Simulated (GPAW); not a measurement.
**zinc-blende (ZnSe)₁₋ₓ(CdSe)ₓ at x = 1: the Se K absorption edge**

Aim: the Se K edge in zinc-blende (ZnSe)₁₋ₓ(CdSe)ₓ at x = 1, one member of a composition series.

Main program and level: GPAW 26.7.0; X-ray absorption from dipole matrix elements to empty bands, plane-wave PAW LDA.

## Step 1: The structure

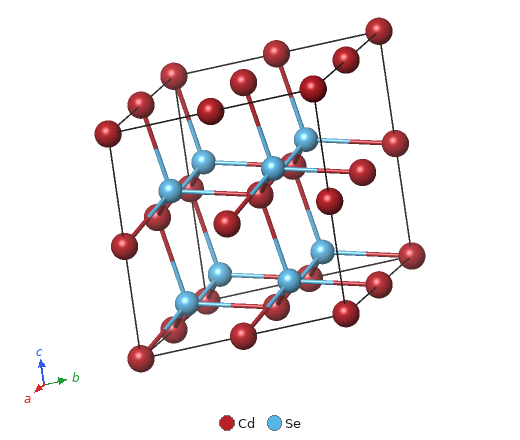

The starting structure, seen slightly off an axis (cadmium red, selenium blue). Bonds to atoms that aren't drawn are left out. Some periodic images of atoms are drawn too.

Structure file:

```xyz
16
Lattice="0.0000 6.0500 6.0500 6.0500 0.0000 6.0500 6.0500 6.0500 0.0000" Properties=species:S:1:pos:R:3 pbc="T T T"
Cd    0.0000    0.0000    0.0000
Se    1.5125    1.5125    1.5125
Cd    3.0250    3.0250    0.0000
Se    4.5375    4.5375    1.5125
Cd    3.0250    0.0000    3.0250
Se    4.5375    1.5125    4.5375
Cd    6.0500    3.0250    3.0250
Se    7.5625    4.5375    4.5375
Cd    0.0000    3.0250    3.0250
Se    1.5125    4.5375    4.5375
Cd    3.0250    6.0500    3.0250
Se    4.5375    7.5625    4.5375
Cd    3.0250    3.0250    6.0500
Se    4.5375    4.5375    7.5625
Cd    6.0500    6.0500    6.0500
Se    7.5625    7.5625    7.5625
```

## Step 2: Ground state of the crystal

A plain self-consistent run shows whether there is a gap, which decides the set-up of the core-hole run.

Input file scf.py:

```python
import numpy as np
from ase import Atoms
from ase.parallel import parprint, paropen
from gpaw import GPAW, PW, FermiDirac, Mixer, MixerDif, setup_paths
from gpaw.test import gen
setup_paths.insert(0, '.')
gen('Se', name='nch1s', xcname='LDA', corehole=(1, 0, 0), write_xml=True)
from gpaw.mpi import world
world.barrier()

atoms = Atoms('CdSeCdSeCdSeCdSeCdSeCdSeCdSeCdSe',
    cell=[[0, 6.05, 6.05],
     [6.05, 0, 6.05],
     [6.05, 6.05, 0]],
    scaled_positions=[[0, 0, 0],
     [0.125, 0.125, 0.125],
     [0, 0, 0.5],
     [0.125, 0.125, 0.625],
     [0, 0.5, 0],
     [0.125, 0.625, 0.125],
     [0, 0.5, 0.5],
     [0.125, 0.625, 0.625],
     [0.5, 0, 0],
     [0.625, 0.125, 0.125],
     [0.5, 0, 0.5],
     [0.625, 0.125, 0.625],
     [0.5, 0.5, 0],
     [0.625, 0.625, 0.125],
     [0.5, 0.5, 0.5],
     [0.625, 0.625, 0.625]],
    pbc=True)
atoms.calc = calc = GPAW(legacy_gpaw=True, mode=PW(400, force_complex_dtype=True), xc='LDA', setups={1: 'nch1s'},
    kpts={'size': (4, 4, 4), 'gamma': True}, occupations=FermiDirac(0.05),
    charge=0, mixer=Mixer(0.1, 5, 50), maxiter=150,
    convergence={'density': 0.0001, 'eigenstates': 1e-6}, txt='scf.txt')
energy = atoms.get_potential_energy() + calc.get_reference_energy()
ef = calc.get_fermi_level()
out = dict(energy=energy, fermi=ef, forces=atoms.get_forces().tolist())
parprint(f'all-electron energy {energy:.4f} eV, Fermi level {ef:.4f} eV')
ev = np.array([[calc.get_eigenvalues(k, s) for k in range(len(calc.get_ibz_k_points()))] for s in range(calc.get_number_of_spins())])
out['homo'], out['lumo'], out['counts'] = ev[ev < ef].max(), ev[ev > ef].min(), sorted(set((ev < ef).sum((0, 2)).tolist()))
out['filled'] = (ev[:, 0] < ef).sum(1).tolist()
import json
with paropen('out.json', 'w') as f:
    json.dump(out, f)
```

Command:

```
$ OMP_NUM_THREADS=1 mpirun -n 4 gpaw python scf.py
```

Numbers of over 12 decimals in the logs are rounded to 6 here.

The program printed:

```text
Input parameters:
  convergence: {density: 0.0001,
                eigenstates: 1e-06}
  kpts: {gamma: True,
         size: (4, 4, 4)}
  maxiter: 150
  mixer: {backend: pulay,
          beta: 0.1,
          method: separate,
          nmaxold: 5,
          weight: 50}
  mode: {ecut: 400.0,
         force_complex_dtype: True,
         name: pw}
  occupations: {fixmagmom: False,
                name: fermi-dirac,
                width: 0.05}
  setups: {1: nch1s}

Initialize ...

[... PAW data sets ...]

Reference energy: -1744425.122333  # eV

Spin-paired calculation

[... convergence settings ...]
Symmetries present (total): 6
  [... symmetry matrices ...]

64 k-points: 4 x 4 x 4 Monkhorst-Pack grid + [1/8,1/8,1/8]
13 k-points in the irreducible part of the Brillouin zone
       k-points in crystal coordinates                weights
   0:     0.00000000    0.00000000    0.00000000          1/64
   1:     0.25000000    0.00000000   -0.25000000          6/64
   2:     0.25000000    0.00000000    0.00000000          6/64
   3:     0.25000000    0.25000000   -0.25000000          6/64
   4:     0.25000000    0.25000000    0.00000000          6/64
   5:     0.25000000    0.25000000    0.25000000          2/64
   6:     0.50000000    0.00000000    0.00000000          3/64
   7:     0.50000000    0.25000000   -0.25000000          6/64
   8:     0.50000000    0.25000000    0.00000000         12/64
   9:     0.50000000    0.25000000    0.25000000          6/64
          ...
  12:     0.50000000    0.50000000    0.50000000          1/64

Wave functions: Plane wave expansion
  Cutoff energy: 400.000 eV
  Number of coefficients (min, max): 7991, 8088
  Pulay-stress correction: 0.000000 eV/Ang^3 (de/decut=0.000000)
  Using FFTW library
  Wavefunction extrapolation:
    Improved wavefunction reuse through dual PAW basis

Occupation numbers: Fermi-Dirac:
  width: 0.0500  # eV

Eigensolver
   Davidson(niter=2)

Densities:
  Coarse grid: 40*40*40 grid
  Fine grid: 80*80*80 grid
  Total Charge: 0.000000

Density mixing:
  Method: separate
  Backend: pulay
  Linear mixing parameter: 0.1
  old densities: 5
  Width of damping distribution: 1.1
  Damping of long wavelength oscillations: 50

[... Hamiltonian set-up ...]
Number of atoms: 16
Number of atomic orbitals: 104
Number of bands in calculation: 91
Number of valence electrons: 144
Bands to converge: occupied

... initialized

Initializing position-dependent things.

Density initialized from atomic densities
Creating initial wave functions:
  91 bands from LCAO basis set

                              Se
                     Se
                         Cd
                       Se
                Cd
             Se             Se
                  Cd
                   Se
         Cd             Cd
                     Se
              Cd
            Se
                Cd
       Cd

Atomic positions and initial magnetic moments

Positions:
   0 Cd     0.000000    0.000000    0.000000    ( 0.0000,  0.0000,  0.0000)
   1 Se     1.512500    1.512500    1.512500    ( 0.0000,  0.0000,  0.0000)
   2 Cd     3.025000    3.025000    0.000000    ( 0.0000,  0.0000,  0.0000)
   3 Se     4.537500    4.537500    1.512500    ( 0.0000,  0.0000,  0.0000)
   4 Cd     3.025000    0.000000    3.025000    ( 0.0000,  0.0000,  0.0000)
   5 Se     4.537500    1.512500    4.537500    ( 0.0000,  0.0000,  0.0000)
   6 Cd     6.050000    3.025000    3.025000    ( 0.0000,  0.0000,  0.0000)
[...]
13 Se     4.537500    4.537500    7.562500    ( 0.0000,  0.0000,  0.0000)
  14 Cd     6.050000    6.050000    6.050000    ( 0.0000,  0.0000,  0.0000)
  15 Se     7.562500    7.562500    7.562500    ( 0.0000,  0.0000,  0.0000)

Unit cell:
           periodic     x           y           z      points  spacing
  1. axis:    yes    0.000000    6.050000    6.050000    40     0.1746
  2. axis:    yes    6.050000    0.000000    6.050000    40     0.1746
  3. axis:    yes    6.050000    6.050000    0.000000    40     0.1746

  Lengths:   8.555992   8.555992   8.555992
  Angles:   60.000000  60.000000  60.000000

Effective grid spacing dv^(1/3) = 0.1906

iter:   1   -57.572111
iter:   2   -56.489419   -2.15  -1.20
iter:   3   -54.920419   -1.43  -1.29
iter:   4   -54.878064   -3.34  -1.65
iter:   5   -54.854190c  -2.98  -1.73
iter:   6   -54.817306c  -3.58  -2.52
iter:   7   -54.810931c  -3.31  -2.84
iter:   8   -54.809555c  -5.04  -3.07
iter:   9   -54.809148c  -4.71  -3.32
iter:  10   -54.809140c  -5.93  -3.51
iter:  11   -54.809114c  -6.61c -3.76
iter:  12   -54.809094c  -6.45c -4.15c

Converged after 12 iterations.

Dipole moment: (-26.314988, -26.314988, -26.314988) |e|*Ang

Energy contributions relative to reference atoms: (reference = -1744425.122333)

Kinetic:       +138.368361
Potential:     -125.327737
External:        +0.000000
XC:             -68.777944
Entropy (-ST):   -0.000914
Local:           +0.928684
SIC:             +0.000000
--------------------------
Free energy:    -54.809551
Extrapolated:   -54.809094

Showing only first 2 kpts
 Kpt  Band  Eigenvalues  Occupancy
  0    70      3.49595    1.97347
  0    71      3.49595    1.97347
  0    72      3.85063    0.11632
  0    73      5.67848    0.00000

  1    70      2.74496    2.00000
  1    71      3.30419    1.99942
  1    72      5.69486    0.00000
  1    73      6.35993    0.00000

Fermi level: 3.71140

Gap: 0.355 eV
Transition (v -> c):
  (s=0, k=0, n=71, [0.00, 0.00, 0.00]) -> (s=0, k=0, n=72, [0.00, 0.00, 0.00])
No difference between direct/indirect transitions

Forces in eV/Ang:
  0 Cd    0.00004    0.00004    0.00004
  1 Se   -0.00005   -0.00005   -0.00005
  2 Cd   -0.00002   -0.00002    0.00006
  3 Se   -0.00009   -0.00009   -0.00004
  4 Cd   -0.00002    0.00006   -0.00002
  5 Se   -0.00009   -0.00004   -0.00009
  6 Cd    0.00001   -0.00000   -0.00000
[...]
13 Se   -0.00011   -0.00011   -0.00013
 14 Cd    0.00003    0.00003    0.00003
 15 Se   -0.00015   -0.00015   -0.00015
Scalar-relativistic atomic LDA calculation for Se (Selenium, Z=34)
Core hole in 1s state (1s occupation: 2.0)
600 radial gridpoints.
|------------------------------------------------|
|------------------------------------------------|
[... the atom generator's iteration count ...]

Energy contributions:
-------------------------
Kinetic:    +2473.673807
XC:           -84.568572
Potential:  -4815.191637
-------------------------
Total:      -2426.086403

state      eigenvalue         ekin         rmax
-----------------------------------------------
1s^2.0 :  -458.454063   585.610500        0.029
2s^2.0 :   -58.944272   113.958427        0.165
2p^6.0 :   -51.926385   111.024402        0.132
3s^2.0 :    -7.811225    26.858720        0.503
3p^6.0 :    -5.612216    24.321149        0.500
3d^10.0:    -1.962010    19.216000        0.451
4s^2.0 :    -0.642093     3.714776        1.502
4p^4.0 :    -0.244602     2.288913        1.798
-----------------------------------------------
(units: Bohr and Hartree)

Generating PAW setup
Kinetic energy of the core from tauc = 2487.595922257786
Cutoffs:
rc(s)=1.600
rc(p)=1.900
rc(d)=1.600
rc(vbar)=1.440
rc(comp)=1.600
rc(nct)=1.900

Kinetic energy of the core states: 2457.088603
Charge: 0.0
Core electrons: 28.0
Valence electrons: 6.0
Pseudo-core charge: 1.089569
Shape function alpha=3.906
Pseudo-electron charge 7.390631
state    eigenvalue         norm
--------------------------------
4s(2) :    -0.642093     1.095786
*s    :     0.357907
4p(4) :    -0.244602     1.027373
*p    :     0.755398
*d    :     0.000000
--------------------------------

Diagonalizing with gridspacing h=0.050

state   all-electron     PAW
-------------------------------
4s:      -0.642093    -0.642657
4p:      -0.244602    -0.244988
*d:                    0.040490
*f:                    0.073581
-------------------------------
all-electron energy -1744479.9314 eV, Fermi level 3.7114 eV
```

The job ended after 60 s (4 MPI ranks of Intel Xeon Platinum 8488C (Sapphire Rapids), shared host; peak memory 0.38 GiB; 3.9 min of CPU time).

The mesh shows a gap of 0.35 eV. The excited electron is kept all the same, so that all members of the series, with or without a gap, are treated alike.

## Step 3: Cell without a hole, the energy reference

The photon energy needs a difference of total energies, so the cell and mesh of the coming hole run are first run without a hole.

Changes to scf.py since step 2:

```diff
@@ -32,3 +32,3 @@
 atoms.calc = calc = GPAW(legacy_gpaw=True, mode=PW(400, force_complex_dtype=True), xc='LDA', setups={1: 'nch1s'},
-    kpts={'size': (4, 4, 4), 'gamma': True}, occupations=FermiDirac(0.05),
+    kpts={'size': (3, 3, 3), 'gamma': True}, occupations=FermiDirac(0.02),
     charge=0, mixer=Mixer(0.1, 5, 50), maxiter=150,
```

The program printed:

```text
Input parameters:
  convergence: {density: 0.0001,
                eigenstates: 1e-06}
  kpts: {gamma: True,
         size: (3, 3, 3)}
  maxiter: 150
  mixer: {backend: pulay,
          beta: 0.1,
          method: separate,
          nmaxold: 5,
          weight: 50}
  mode: {ecut: 400.0,
         force_complex_dtype: True,
         name: pw}
  occupations: {fixmagmom: False,
                name: fermi-dirac,
[...]
4s(2) :    -0.642093     1.095786
*s    :     0.357907
4p(4) :    -0.244602     1.027373
*p    :     0.755398
*d    :     0.000000
--------------------------------

Diagonalizing with gridspacing h=0.050

state   all-electron     PAW
-------------------------------
4s:      -0.642093    -0.642657
4p:      -0.244602    -0.244988
*d:                    0.040490
*f:                    0.073581
-------------------------------
all-electron energy -1744479.8906 eV, Fermi level 3.6869 eV
[key lines of the parts left out:]
Converged after 12 iterations.
Dipole moment: (-26.297331, -26.297331, -26.297331) |e|*Ang
Free energy:    -54.768240
Fermi level: 3.68690
```

Run time: 33 s. Hardware: 4 MPI ranks; peak memory 0.28 GiB; 2.2 min of CPU time.

Reference energy: -1744479.891 eV with the cores included.

(Part 1 of 2 ends here.)

[Banner, clock and machine lines of the logs are left out without a mark of their own.]

[Logs are printed without paths, hosts, clocks, repeated set-up lines and the standing remarks that a program may print on its own settings, such as how far it seeks lower states.]

[Hosts, paths, dates, database ids (printed as entryN), source tags and the programs' standing remarks are cut or masked in the printed files.]

[Lists of maxima count a maximum above −3 eV only where it reaches 4 % of the highest in the window and stands out from its surroundings by 2 % of it (1.5 % where it reaches 55 %); shoulders and weaker maxima are passed over, and of the rest the first, up to two pre-edge ones and the few strongest are named.]
